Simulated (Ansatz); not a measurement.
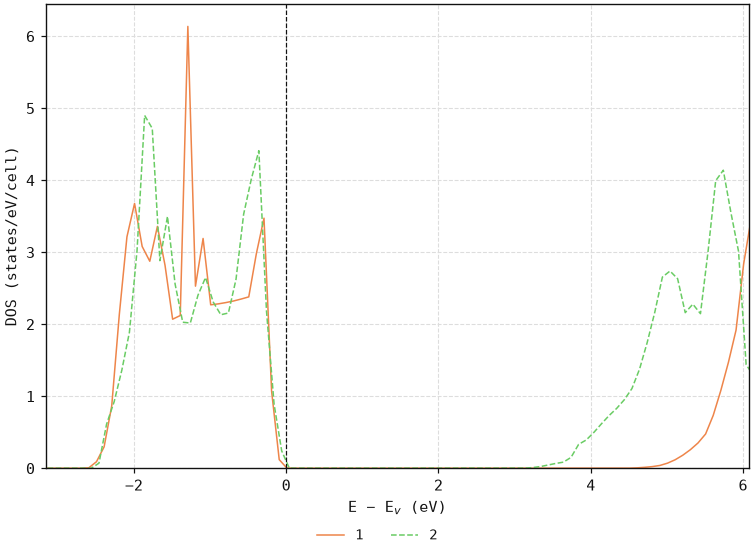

Total densities of states of KI, space group Cmmm, 2 atoms in the cell, by two methods on the same cell. Each is counted from its own valence-band top.

Question: Which curve is which? The methods: HSE06, LDA.

Answer: 1 is HSE06; 2 is LDA. HSE06 gives a gap of 4.42 eV and LDA gives a gap of 3.08 eV.

The meshes differ, so part of the difference in shape comes from the coarser one.

Settings. HSE06: DFT HSE06, scalar-relativistic, plane waves, PAW, no spin polarisation, 4×4×4 k mesh, 420 eV cutoff, Gaussian smearing of 0.02 eV (Ansatz 0.2.0). LDA: DFT LDA, scalar-relativistic, plane waves, PAW, no spin polarisation, 6×6×6 k mesh, 420 eV cutoff, Gaussian smearing of 0.02 eV (Ansatz 0.2.0).

The structure is an invented one, so it need not be a known or stable phase. Spin-orbit coupling is left out, which matters for I.
